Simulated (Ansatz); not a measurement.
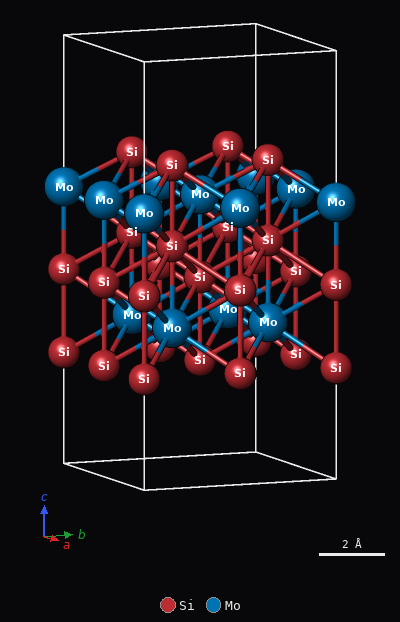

Figure 1. The input geometry (ball-and-stick view of the 2 × 2 repeat of the cell, with the vacuum cut short, seen slightly off an axis). An atom can appear more than once, as a periodic image. Near neighbours in the periodic cell (some may lie outside the picture): Si has 4 Mo at 2.57 to 2.62 Å and 1 Si at 2.52 to 2.60 Å; Mo has 9 Si at 2.56 to 2.63 Å; Si has 5 Mo at 2.56 to 2.63 Å and 5 Si at 2.52 to 2.60 Å.

# MoSi2: single-point calculation

MoSi2 (slab, 6 atoms in the cell), computed with DFT PBE, scalar-relativistic, plane waves, PAW, PAW set soft_1, no spin polarisation (Ansatz 0.2.0).

The structure derives from an entry of the Crystallography Open Database. Figures and captions count atoms from 1; the log counts them from 0 in places.

### Log
```
Engine: ansatz 0.2.0, aarch64-unknown-linux-gnu
Pseudopotentials: kind: paw
Pseudopotential: Si, paw, valence charge 4, recommended cutoff 420 eV (normal), [file]
Pseudopotential: Mo, paw, valence charge 14, recommended cutoff 420 eV (normal), [file]
Functional definition: PBE
  parameter kappa = 0.804
  parameter beta = 0.06672455060314922
  exchange = pbe_x(kappa = kappa, mu = beta*pi^2/3)
  correlation = pbe_c(beta = beta)
Crystal: 6 atoms, lattice volume = 226.422 Å³
Basis set: ecut = 420 eV, 4441 PW (Γ), exchange–correlation on 48×48×300 points (8 copies of the dense FFT grid, shifted against one another)
Bands: 28, of which v1, the nominal top of the filled ones, is band 22 counted from 1 (21 counted from 0)
Symmetry: 8 space group operations
Space group: P4mm (ITA 99), of the structure as read, at distance tolerance 6.1e-5 Å
k-points: 15 of 64
Non-local potential: Si, projectors of the file, l = 0: 2, l = 1: 2, l = 2: 1
Non-local potential: Mo, projectors of the file, l = 0: 3, l = 1: 2, l = 2: 2, l = 3: 1
PAW form: soft (Blöchl's): semilocal exchange-correlation on the pseudo side does not see the compensation charge
PAW one-centre angular grid: Si, 110 points (default); XC on 64 Gauss nodes
PAW one-centre angular grid: Mo, 590 points (default); XC on 64 Gauss nodes
Initial density: superposition of atomic densities (neutral atoms: chi_scale 0, normalization atom)
Initial wavefunctions: pseudopotential atomic-orbital guess
Functional: x = pbe(κ = 0.804, μ = 0.2195149727645171), c = pbe(β = 0.06672455060314922)
SCF iter   1: F=—  HF=-12457.858158 eV  |F-HF|=—  |Δ(HF+E_count)|=         —  Δρ=4.61e-2  dr2=1.33e1  ethr=3.10e-3  p=-0.000 e·Å  D=-4.02e-7 V/Å  ΔV_dip=0.00 eV  dr2_dipole=5.82e-3  V_vac-E_F(+/−)=6.53/6.53 eV  ⟨swp⟩=10.8  Hψ=2795  notcnv=0
efield: sawtooth ramp at fractional position 0.8086 (placed from the atoms, in the widest stretch of the axis that holds none; the zero of the levels goes with the place), width 0.0400; the density the first Hamiltonian is built on has a dipole p = -0.000 e·Å; the dipole correction subtracts the counter field D = -4.02e-7 V/Å, which shifts the + side's vacuum level by +0.00 eV against the − side's; the planar-averaged density in the ramp window peaks in size at 2.0e-6 e/Å³
preconditioner: auto → LDOS  [metal: Δε(μ)=0.083 eV  Ē_g=6.750 eV  σ=0.100 eV  W_gap=0.44  n_scr=34 (ndim 8)  ℏωp=13.1 eV  f_vac=0.527  D(μ)=1.93/eV (n_scr^D=8)  β→1.0]
SCF iter   2: F=—  HF=-12458.565014 eV  |F-HF|=—  |Δ(HF+E_count)|=   7.07e-1  Δρ=6.24e-2  dr2=1.87e1  ethr=3.10e-3  p=0.036 e·Å  D=2.85e-2 V/Å  ΔV_dip=-0.62 eV  dr2_dipole=7.76e-2  V_vac-E_F(+/−)=4.34/4.97 eV  ⟨swp⟩=4.3  Hψ=1223  notcnv=0  defer=17
SCF iter   3: F=—  HF=-12455.404805 eV  |F-HF|=—  |Δ(HF+E_count)|=    3.16e0  Δρ=6.28e-3  dr2=1.82e-1  ethr=3.10e-3  p=0.010 e·Å  D=7.93e-3 V/Å  ΔV_dip=-0.17 eV  dr2_dipole=4.03e-4  V_vac-E_F(+/−)=4.90/5.07 eV  ⟨swp⟩=3.3  Hψ=1076  notcnv=0  defer=19
SCF iter   4: F=—  HF=-12455.388538 eV  |F-HF|=—  |Δ(HF+E_count)|=   1.63e-2  Δρ=2.07e-3  dr2=3.95e-2  ethr=4.13e-4  p=0.006 e·Å  D=5.11e-3 V/Å  ΔV_dip=-0.11 eV  dr2_dipole=3.55e-3  V_vac-E_F(+/−)=4.67/4.78 eV  ⟨swp⟩=2.4  Hψ=823  notcnv=0  defer=17
SCF iter   5: F=—  HF=-12455.381198 eV  |F-HF|=—  |Δ(HF+E_count)|=   7.34e-3  Δρ=8.14e-4  dr2=3.04e-3  ethr=8.97e-5  p=0.005 e·Å  D=3.87e-3 V/Å  ΔV_dip=-0.08 eV  dr2_dipole=5.88e-4  V_vac-E_F(+/−)=4.57/4.65 eV  ⟨swp⟩=2.1  Hψ=614  notcnv=0  defer=17
SCF iter   6: F=—  HF=-12455.381509 eV  |F-HF|=—  |Δ(HF+E_count)|=   3.11e-4  Δρ=2.83e-4  dr2=5.08e-4  ethr=6.92e-6  p=0.003 e·Å  D=2.71e-3 V/Å  ΔV_dip=-0.06 eV  dr2_dipole=1.38e-7  V_vac-E_F(+/−)=4.49/4.55 eV  ⟨swp⟩=2.3  Hψ=672  notcnv=0  defer=17
SCF iter   7: F=—  HF=-12455.381456 eV  |F-HF|=—  |Δ(HF+E_count)|=   5.36e-5  Δρ=1.11e-4  dr2=5.72e-5  ethr=1.16e-6  p=0.004 e·Å  D=3.02e-3 V/Å  ΔV_dip=-0.07 eV  dr2_dipole=1.24e-5  V_vac-E_F(+/−)=4.47/4.54 eV  ⟨swp⟩=2.0  Hψ=560  notcnv=0  defer=17
SCF iter   8: F=—  HF=-12455.381529 eV  |F-HF|=—  |Δ(HF+E_count)|=   7.29e-5  Δρ=3.69e-5  dr2=1.43e-5  ethr=1.30e-7  p=0.004 e·Å  D=3.37e-3 V/Å  ΔV_dip=-0.07 eV  dr2_dipole=1.97e-6  V_vac-E_F(+/−)=4.46/4.53 eV  ⟨swp⟩=2.3  Hψ=654  notcnv=0  defer=17
SCF iter   9: F=—  HF=-12455.381528 eV  |F-HF|=—  |Δ(HF+E_count)|=   1.57e-7  Δρ=1.10e-5  dr2=5.53e-7  ethr=3.26e-8  p=0.004 e·Å  D=3.56e-3 V/Å  ΔV_dip=-0.08 eV  dr2_dipole=2.22e-8  V_vac-E_F(+/−)=4.45/4.53 eV  ⟨swp⟩=2.1  Hψ=589  notcnv=0  defer=17
SCF iter  10: F=—  HF=-12455.381529 eV  |F-HF|=—  |Δ(HF+E_count)|=   1.88e-7  Δρ=5.47e-6  dr2=4.88e-7  ethr=2.27e-10  p=0.005 e·Å  D=3.62e-3 V/Å  ΔV_dip=-0.08 eV  dr2_dipole=1.22e-7  V_vac-E_F(+/−)=4.45/4.53 eV  ⟨swp⟩=21.9  Hψ=4408  notcnv=0
SCF iter  11: F=-12455.381529 eV  HF=-12455.381529 eV  |F-HF|=1.50e-9  |Δ(HF+E_count)|=   3.04e-9  Δρ=1.78e-6  dr2=1.05e-8  ethr=2.27e-10  p=0.005 e·Å  D=3.64e-3 V/Å  ΔV_dip=-0.08 eV  dr2_dipole=4.98e-11  V_vac-E_F(+/−)=4.45/4.53 eV  ⟨swp⟩=9.3  Hψ=3464  notcnv=0
SCF 1 converged in 11 iterations: F = -12455.381529 eV  dr2 = 1.05e-8
  greatest PAW one-centre occupation: 0.999 electrons in one spin orbital (limit 2), on the Mo atom at site 4 (counted from 0), in its partial waves of l = 0
```

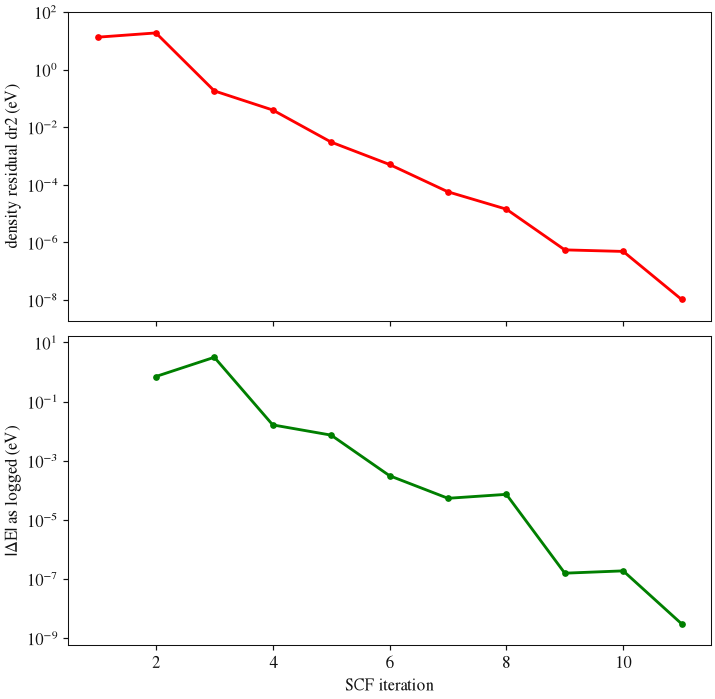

Figure 2. Convergence of the self-consistent field: density residual dr2 and size of the energy change against the SCF iteration. The residual falls almost steadily, with no more than small rises.

```
WARN: The output density's exchange-correlation potential varies sharply where the density is thin. Do not read a vacuum level from v_tot or v_xc, or from such a field of the output density. On a cell that repeats whose density bears no net charge and no dipole along the vacuum's axis use v_es (v_loc + v_h of the components); under efield.dipole_correction with no amplitude use v_es + v_field, which holds any external_charges[].barrier, or the levels of the report's work_function block, which leave it out; under a non-zero efield.amplitude the vacuum is tilted and has no level; on a cell that repeats and bears such a dipole with no correction it is tilted too, and efield.dipole_correction with no amplitude gives each side of its ramp a level where efield: is served; in a cell that repeats whose density bears a net charge (total_charge, or a fill off its count) it is curved and has none; of a slab under crystal.periodic whose density bears no net charge use v_es, which has a level on each side, short of where the two are joined; of another it falls or rises all the way out and has none; of a slab beside external_charges read slab_vacuum_level instead, which it has where they leave it neutral. The grid or the basis barely resolves most such structure, and the values can differ between equally converged runs; as a rule a tighter scf.convergence.dr2_threshold does not remove it. Where the density itself ripples (under the LDA too) a higher basis.ecutwfc lessens it. The files hold the spikes' plane waves up to the density's cutoff. Files: v_tot_of_output_density and the like, and their columns of v_z.tsv (output.write_potential); v_xc_of_output_density and the like, and their columns of v_comp_z.tsv (output.write_potential_components). Measured: with its Gaussian average of σ = 0.25 Å subtracted twice, the exchange-correlation potential is over 0.1 eV at 6 of the grid points where the equally averaged density (valence and model cores) is under 1e-3 e/Å³, and 0.135 eV at the most among them, at an averaged density of 5.9e-9 e/Å³. The input density's (outcome.potential() and, of a run that writes arrays, v_tot and v_xc) is over 0.1 eV, so measured, at 2 points of its own thin density, 0.127 eV at the most. See output.write_potential in the manual, Limitations
SCF converged after 11 iterations
Free energy (F): -12455.381529 eV
Harris-Foulkes:  -12455.381529 eV  (|F-HF|=1.50e-9)
Internal energy: -12455.361460 eV  (E = F + TS)
E sigma→0 (E₀):  -12455.371494 eV
Entropy (-TS):   -0.020069 eV (-3.345 meV/atom)
Fermi energy:    2.762230 eV
Dipole field:    D = 0.003653 V/Å  (p = 0.004571 e·Å, saw-weighted, corrected)
Work function:   Φ+ = 4.4525 eV   Φ− = 4.5325 eV
Levels:          The Fermi level and band energies are counted from a zero that moves with the ramp; work functions are not
--- Per-component energies (eV) ---
  E_band       = -654.652103
  E_kinetic    = 1014.600866
  E_local      = -29380.928878  (includes V_loc(G=0)·N_el)
  E_nonlocal   = 387.812870
  E_hartree    = 14141.995694
  E_xc         = -581.283784
  E_vxc        = -634.437879  (∫ρ·V_xc dr)
  E_paw        = -8469.648547  (= ΣΔE_a)
  E_vpaw       = -325.692876  (= ΣTr[D̂ρ^β])
  E_aug_tail   = 0.000266  (compensation charges beyond the density's cutoff)
  E_efield     = 0.000008  (sawtooth field / dipole correction)
  E_vefield    = -0.005914  (∫n·V_field dr)
  E_ewald      = 10432.090044
  E_smearing   = -0.020069  (= −TS)
  E_closure    = 0.000000  (closes the sum)
  Σ components = -12455.381529   (vs F -12455.381529, Δ=0.00e0)
--- Forces (eV/Å), atoms counted from 1 ---
  atom   1  Si    -0.00000000     0.00000000     0.61641629
  atom   2  Mo    -0.00000000     0.00000000    -0.27015173
  atom   3  Si     0.00000000     0.00000000    -0.38709596
  atom   4  Si    -0.00000000     0.00000000    -0.00131843
  atom   5  Mo    -0.00000000     0.00000000     0.03394195
  atom   6  Si    -0.00000000     0.00000000     0.00823228
  max |Σ_I F_I| component: 2.44e-5 eV/Å
--- Band table (eV; the first three rows and the last of 15) ---
  k-point 0: bands = ["-57.7684", "-57.7151", "-31.8893", "-31.8585", "-31.8585", "-31.8579", "-31.7787", "-31.7787", "-9.9229", "-7.7190", "-6.2902", "-3.2899", "-2.0616", "-0.4080", "-0.0825", "0.7439", "0.7439", "1.0871", "2.1695", "2.1695", "3.2658", "3.4761", "3.5732", "3.9338", "3.9338", "4.3405", "5.7383", "5.7383"]
  k-point 1: bands = ["-57.7658", "-57.7126", "-31.8951", "-31.8848", "-31.8549", "-31.8538", "-31.8145", "-31.7753", "-9.6953", "-7.4747", "-6.1269", "-3.2761", "-1.8827", "-0.7863", "-0.1227", "0.3859", "0.8533", "0.9661", "1.8428", "2.1804", "2.4567", "2.6770", "3.5021", "4.0522", "4.3567", "4.9043", "5.0674", "6.6902"]
  k-point 2: bands = ["-57.7598", "-57.7066", "-31.9826", "-31.9004", "-31.8736", "-31.8463", "-31.8440", "-31.7669", "-9.0336", "-6.7941", "-5.6740", "-3.6152", "-1.8572", "-1.4021", "-0.5652", "0.0667", "0.8740", "0.9450", "1.3173", "1.4312", "1.8279", "2.5448", "3.4826", "3.7331", "4.4060", "4.6100", "5.9552", "6.2202"]
  k-point 14: bands = ["-57.7344", "-57.6817", "-32.0652", "-32.0652", "-31.9821", "-31.9821", "-31.8317", "-31.8041", "-6.2107", "-5.8787", "-3.3835", "-3.3835", "-2.2639", "-2.2241", "-0.8444", "-0.8444", "-0.4279", "-0.4279", "0.9782", "1.0456", "1.2540", "1.2540", "3.9407", "3.9442", "5.1845", "5.2926", "6.7891", "6.7891"]
```

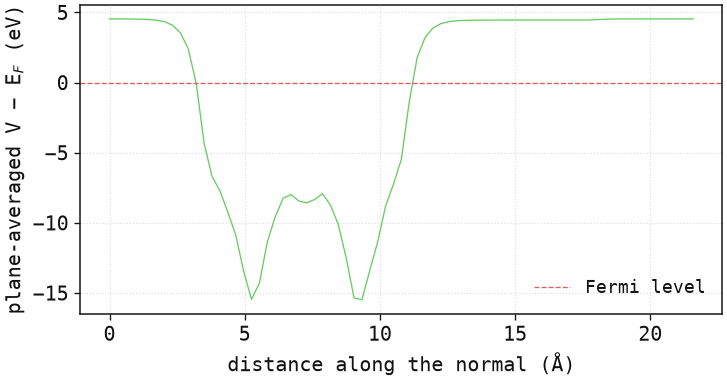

Figure 3. Plane average of the electrostatic potential energy of an electron across the cell, from the Fermi level. The vacuum level lies 4.45 eV above the Fermi level on the upper side and 4.53 eV on the lower.

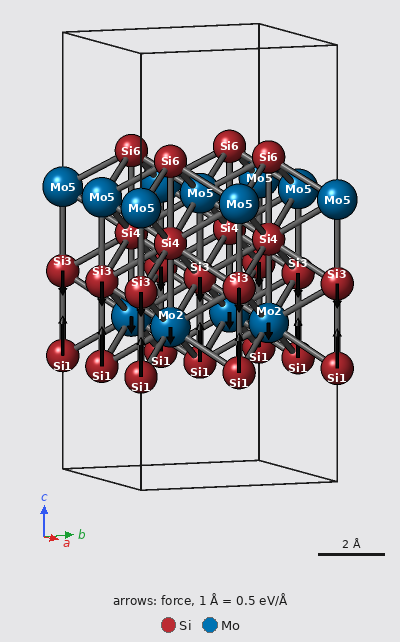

Figure 4. Forces on the atoms as black arrows (ball-and-stick view of the 2 × 2 repeat of the cell, with the vacuum cut short, seen slightly off an axis; atoms are numbered from 1 in the order of the input); the smallest are left out. The largest act on Si1 (0.62 eV/Å); Si3 (0.39 eV/Å); Mo2 (0.27 eV/Å). The geometry is not a stationary point of this energy.

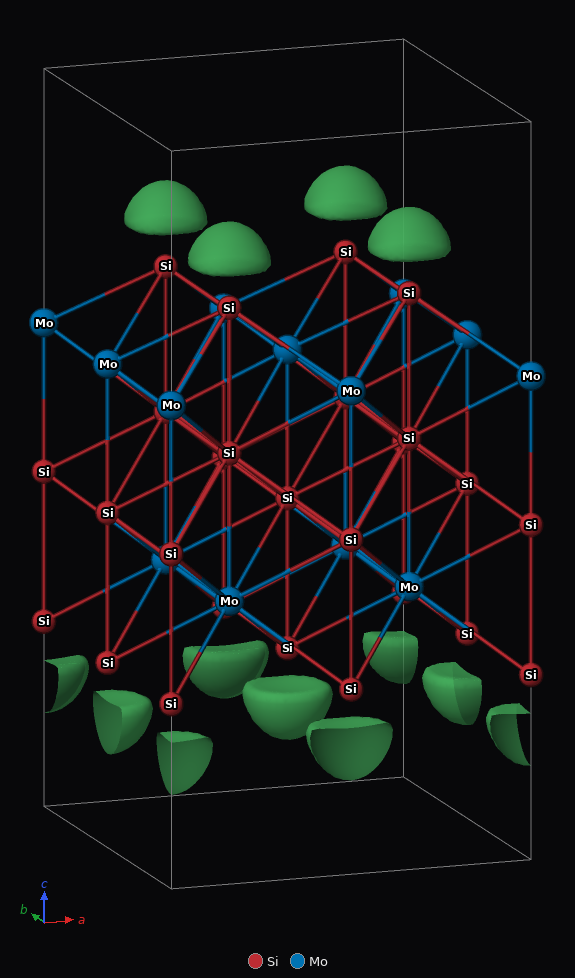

Figure 5. Isosurface of the electron localisation function at 0.85 (green), seen slightly off an axis. Core shells and regions of very low density are left out. Sticks mark near contacts. Along the contacts the grid gives the following. Si–Si (2.52 Å): the ELF is about 0.55 at the midpoint. Si–Mo (2.56 Å): the ELF is about 0.40 at the midpoint. Core electrons are frozen (PAW), so the fields are smoothed inside the atomic spheres.

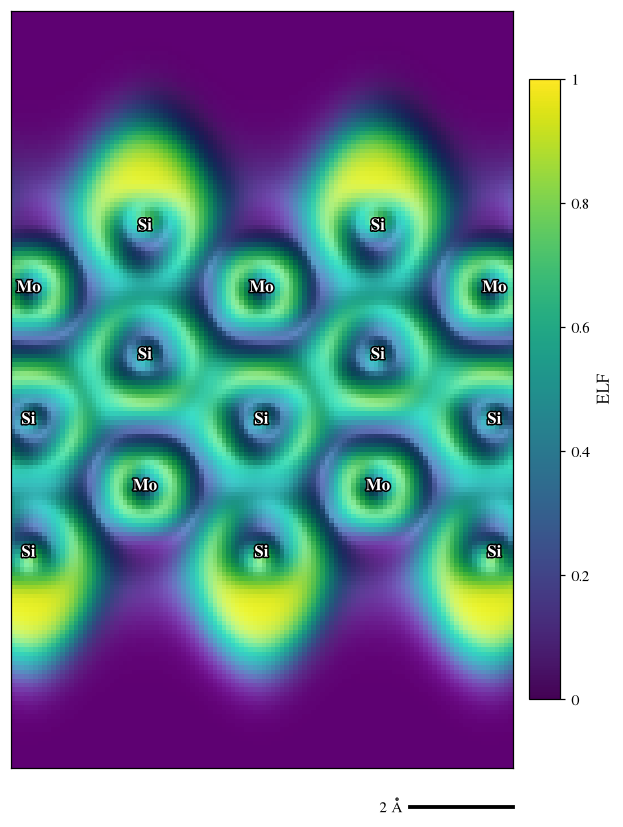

Figure 6. Electron localisation function on the (110) plane of the calculation cell, a cut from vacuum to vacuum. The section cuts through Si and Mo sites. Si–Si (2.52 Å): the ELF is about 0.55 at the midpoint. Si–Mo (2.56 Å): the ELF is about 0.40 at the midpoint. Si–Si (2.60 Å): the ELF is about 0.50 at the midpoint. Si–Mo (2.62 Å): the ELF is about 0.40 at the midpoint. The strong features right at Mo lie inside the PAW spheres (semicore, d or f shells) and say nothing about bonding.

The run was set up as follows.

### Input
```yaml
crystal:
  lattice:
    - [3.2169717406, 0.0, 0.0]
    - [0.0, 3.2169717406, 0.0]
    - [0.0, 0.0, 21.8787970309]
  atoms:
    - { symbol: Si, position: [0.0, 0.0, 0.1828254083] }
    - { symbol: Mo, position: [0.5, 0.5, 0.2421667771] }
    - { symbol: Si, position: [0.0, 0.0, 0.301508146] }
    - { symbol: Si, position: [0.5, 0.5, 0.359365994] }
    - { symbol: Mo, position: [0.0, 0.0, 0.4192862009] }
    - { symbol: Si, position: [0.5, 0.5, 0.4743769512] }
basis:
  ecutwfc: 420
kpoints:
  mp_grid: { grid: [8, 8, 1] }
hamiltonian:
  xc: pbe
  pseudopotentials: { kind: paw, azcp: { folder: soft_1 } }
scf:
  occupations: { method: gaussian, width: 0.1 }
output:
  forces: true
  eigenvalues: true
  write_density: true
  write_potential: true
  elf: true
  volumetric_format: npy
efield:
  axis: 3
  dipole_correction: true
  ramp_width: 0.04
```

Run as:
```bash
ansatz run input.yaml --threads 1 --pin off --max-ram 3072MiB --backend cpu --events-out ev --progress --plain --runs-dir out
```

### Results in brief

| quantity | value |
| --- | --- |
| outcome | converged |
| electrons treated | 44 |
| free energy | −12455.3815 eV |
| work function, top face | 4.45 eV |
| work function, bottom face | 4.53 eV |
| Fermi energy | 2.762 eV |
| gap on the k-point mesh | none (metallic) |
| work function (upper face) | 4.45 eV |
| largest force (length of the vector) | 0.616 eV/Å |
| hardware | 1 thread of Arm Neoverse V1, 24 GiB of memory available, shared host |
| wall time | 17 s |
| peak memory | 0.4 GiB |

Warnings of the run: the exchange-correlation potential is rough where the density is thin.
